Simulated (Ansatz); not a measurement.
# Calculations on TiSe

**1. Relaxation**

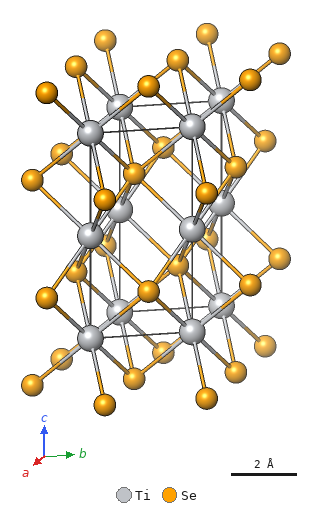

Starting structure of a crystal of TiSe (set up in P6_3/mmc). The picture is a ball-and-stick view of the cell of the calculation, seen slightly off an axis.

Case: relaxed at 12 GPa.

Method: DFT PBEsol, scalar-relativistic, plane waves, PAW in Ansatz.

The input:
```yaml
crystal:
  lattice:
    - [3.2568293421, 0.0, 0.0]
    - [-1.6284146711, 2.820496946, 0.0]
    - [0.0, 0.0, 6.6031573444]
  atoms:
    - { symbol: Ti, position: [0.0, 0.0, 0.0] }
    - { symbol: Ti, position: [0.0, 0.0, 0.5] }
    - { symbol: Se, position: [0.3333333333, 0.6666666667, 0.25] }
    - { symbol: Se, position: [0.6666666667, 0.3333333333, 0.75] }
basis:
  ecutwfc: 420
kpoints:
  mp_grid: { grid: [12, 12, 8] }
hamiltonian:
  xc: pbesol
scf:
  occupations: { method: gaussian, width: 0.1 }
output:
  forces: true
  stress: true
  eigenvalues: true
relax:
  adjacent_minimum: "off"
  f_tol: 0.008
  max_steps: 50
  cell: { stress_tol: 0.08, p_target: 12.0 }
```

Command:
```bash
ansatz run input.yaml --threads 1 --pin off --max-ram 2560MiB --backend cpu --events-out ev --progress --plain --runs-dir out
```

Where does the relaxation end?

Answer. No atom moves by more than 0.005 Å relative to the cell. The drawn cell changes as follows: a = b 3.257 → 3.245 Å (−0.4 %), c 6.603 → 6.664 Å (+0.9 %); the volume changes by +0.2 %. Near-neighbour distances that change, for instance: Ti1–Se3 2.502 → 2.507 Å. The space group stays P6_3/mmc (No. 194). The energy falls by 3.4 meV per atom in 3 accepted moves (4 points after the start). With the target pressure of 12 GPa, the enthalpy E + pV changes by −1.0 meV per atom. All forces vanish by symmetry, so only the cell relaxes. Pressure: 12.77 GPa at the start and 12.03 GPa at the end. The SCF was repeated once at an unchanged geometry on a basis and grid sized afresh for the cell, which shifted the energy by less than 0.05 meV per atom at most. The run took 50 s on 1 thread of Arm Neoverse V1, with other jobs on the host, peak memory 0.45 GiB.

The end point in the same view:

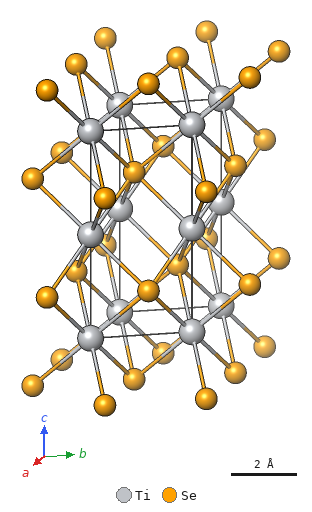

**2. Relaxation**

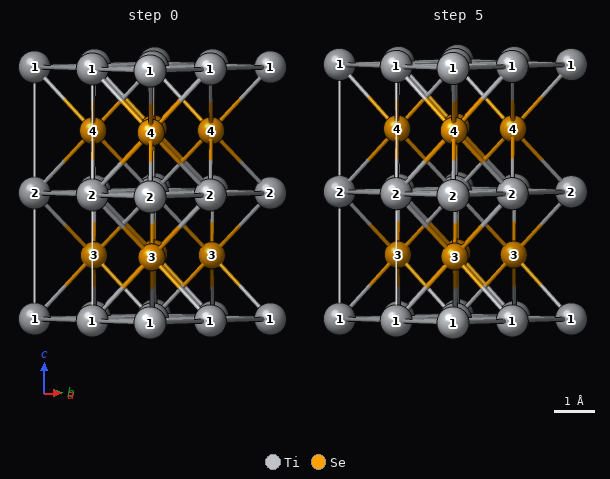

The structure of crystalline TiSe (set up in P6_3/mmc) before (left) and after (right) a relaxation, at one scale.

The picture is a ball-and-stick view of the cell of the calculation, repeated 2 × 2 × 1 with one cell outlined, seen from a free direction.

Case: relaxed at 90 GPa.

All numbers below come from DFT PBEsol, scalar-relativistic, plane waves, PAW in Ansatz. Set-up: plane-wave cutoff 420 eV; k-point mesh 18 × 18 × 8; occupations gaussian; smearing width 0.1 eV; target pressure 90 GPa; no spin polarisation; cell and atoms relaxed; force threshold 0.008 eV/Å; at most 50 steps.

> What changed between the two?

The atoms keep their places relative to the cell (all moves are under 0.005 Å). The drawn cell changes as follows: a = b 2.958 → 2.906 Å (−1.8 %), c 6.317 → 6.380 Å (+1.0 %); the volume changes by −2.5 %. Some distances before and after: Ti1–Ti1 2.958 → 2.906 Å, Ti1–Ti2 3.159 → 3.190 Å, Ti1–Se3 2.326 → 2.315 Å. The space group stays P6_3/mmc (No. 194). Over 4 accepted moves (5 points after the start) the energy rises by 0.625 eV per cell of the calculation. With the target pressure of 90 GPa, the enthalpy E + pV changes by −54.8 meV per cell of the calculation. All forces vanish by symmetry, so only the cell relaxes. Pressure: 80.08 GPa at the start and 90.00 GPa at the end. At 1 point the geometry stayed and the basis and grid were re-selected for the new cell (energy shift of 0.3 meV per cell of the calculation at most each time). The run took 110 s on 1 thread of Arm Neoverse V1, on a shared host, peak memory 0.52 GiB.

**3. A change**

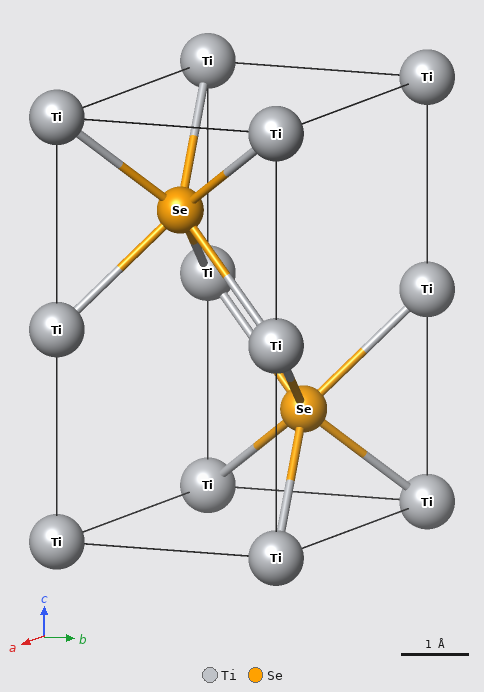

This is solid TiSe (set up in P6_3/mmc). A ball-and-stick model of the cell of the calculation, seen from a free direction.

The calculation used Ansatz, DFT PBEsol, scalar-relativistic, plane waves, PAW. Settings: plane-wave cutoff 420 eV; occupations gaussian; smearing width 0.1 eV. The k-mesh is chosen for each cell (12×12×8, 18×18×8). Spin polarisation is switched on in some of the runs only.

Change: The crystal is put under a hydrostatic pressure of 50 GPa. Cell and atoms are relaxed at that pressure.

The input:
```yaml
crystal:
  lattice:
    - [3.0751238198, 0.0, 0.0]
    - [-1.5375619099, 2.6631353477, 0.0]
    - [0.0, 0.0, 6.4168095948]
  atoms:
    - { symbol: Ti, position: [0.0, 0.0, 0.0] }
    - { symbol: Ti, position: [0.0, 0.0, 0.5] }
    - { symbol: Se, position: [0.3333333333, 0.6666666667, 0.25] }
    - { symbol: Se, position: [0.6666666667, 0.3333333333, 0.75] }
basis:
  ecutwfc: 420
kpoints:
  mp_grid: { grid: [18, 18, 8] }
hamiltonian:
  xc: pbesol
scf:
  occupations: { method: gaussian, width: 0.1 }
output:
  forces: true
  stress: true
  eigenvalues: true
  write_density: true
  write_potential: true
  elf: true
  volumetric_format: npy
relax:
  adjacent_minimum: "off"
  f_tol: 0.008
  max_steps: 50
  cell: { stress_tol: 0.08, p_target: 50.0 }
```

Run as
```bash
ansatz run input.yaml --threads 1 --pin off --max-ram 2560MiB --backend cpu --events-out ev --progress --plain --runs-dir out
```

Question: Predict the response.

Answer: It costs 444 meV per atom. (The two runs use different k-meshes.) Pressure: 0.0 GPa before, 50.0 GPa after. The drawn cell changes as follows: a = b 3.358 → 3.038 Å (−9.5 %), c 6.755 → 6.488 Å (−4.0 %); the volume changes by −21.4 %. The atoms keep their places relative to the cell (all moves are under 0.005 Å). Some distances before and after: Se–Ti 2.571 → 2.389 Å. The space group stays P6_3/mmc (No. 194).

Drawn alike, the variant:

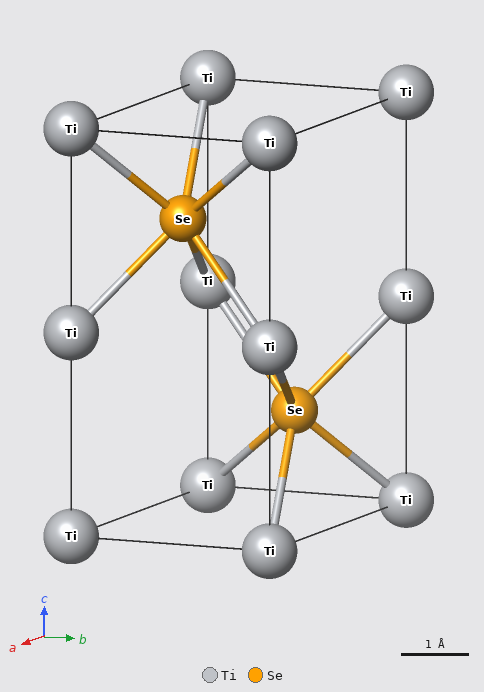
